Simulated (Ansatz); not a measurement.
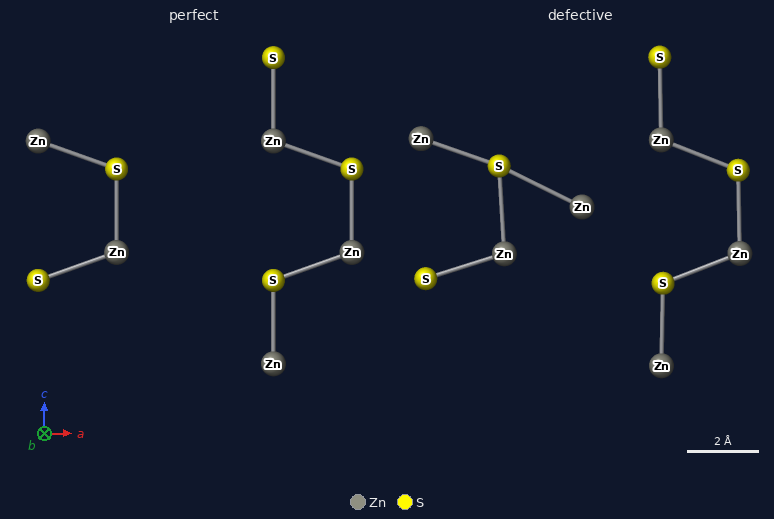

Left: perfect ZnS. Right: the same region with one point defect, after relaxing the atoms in a supercell of 48 sites. Style: ball-and-stick. Shown: the atoms within 5.4 Å of one point, in a slice 3.4 Å thick across the line of sight, along the b axis.

Theory: DFT PBE, scalar-relativistic, plane waves, PAW (Ansatz). Set-up: plane-wave cutoff 420 eV; k-point mesh 2 × 2 × 2; occupations gaussian; smearing width 0.01 eV; mesh shifted by (0.5, 0.5, 0.5); no spin polarisation. The cell is small and the k-mesh coarse, so the numbers are rough. The axes drawn are those of the host's conventional cell.

**What kind of defect was made?**

An extra zinc atom is put between the host's atoms (an interstitial).

The charge state of the cell is 0.

**What does the relaxation do around it?**

The Zn atom starts with 3 Zn at 2.49 Å, 6 S at 2.54 to 2.93 Å around its place and ends with 6 Zn at 2.57 to 2.94 Å, 3 S at 2.62 Å. Of the host's atoms, a sulfur atom moves furthest from its site, by 0.15 Å. The Zn atom itself moves 0.16 Å from where it was put. Relaxing the atoms from the host's sites lowers the energy by 0.46 eV. At a tolerance of 0.02 Å the relaxed supercell has space group R3.
